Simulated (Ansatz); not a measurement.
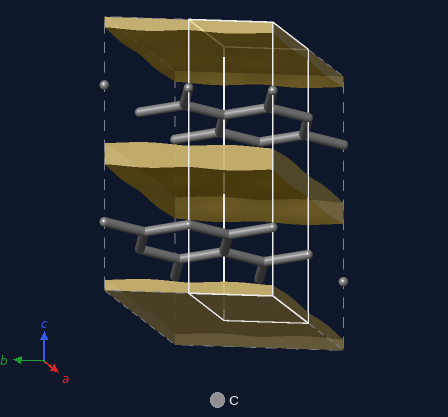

Crystal voids of C in space group P6_3/mmc: the yellow surface encloses the regions where the procrystal electron density, the sum of the densities of spherically averaged neutral Hartree-Fock atoms, is below 0.005 e/bohr³ (2×2×1 cells, view from a free direction). No self-consistent density enters. Pale faces close the region where the drawn box cuts it. The usual level for crystal voids is 0.002 e/bohr³; this crystal has almost no region below it, so a higher level is used, which marks the interstitial space of lowest density.

Origin of the cell: the geometry relaxed with Ansatz, DFT PBE, scalar-relativistic, plane waves, PAW.

```
CELL_PARAMETERS angstrom
2.46651 0.00000 0.00000
-1.23326 2.13606 0.00000
0.00000 0.00000 8.52970
ATOMIC_POSITIONS crystal
C 0.00000 0.00000 0.25000
C 0.00000 0.00000 0.75000
C 0.33333 0.66667 0.25000
C 0.66667 0.33333 0.75000
```

What share of the cell is void by this measure?

Answer. The voids take about 19 % of the cell (8.4 Å³ of 44.9 Å³) and are bounded by about 21 Å² of surface per cell.

Are the voids connected in the whole crystal?

Answer. Where they connect, they form a two-dimensional network in layers parallel to (001).

How low does the density fall, and where?

Answer. To about 0.0033 e/bohr³ near 0.33, 0.67, 0.00 (fractional), 2.1 Å from the nearest nucleus.

At what density do the voids first join through the crystal?

Answer. At about 0.0033 e/bohr³, as a two-dimensional network in layers parallel to (001).
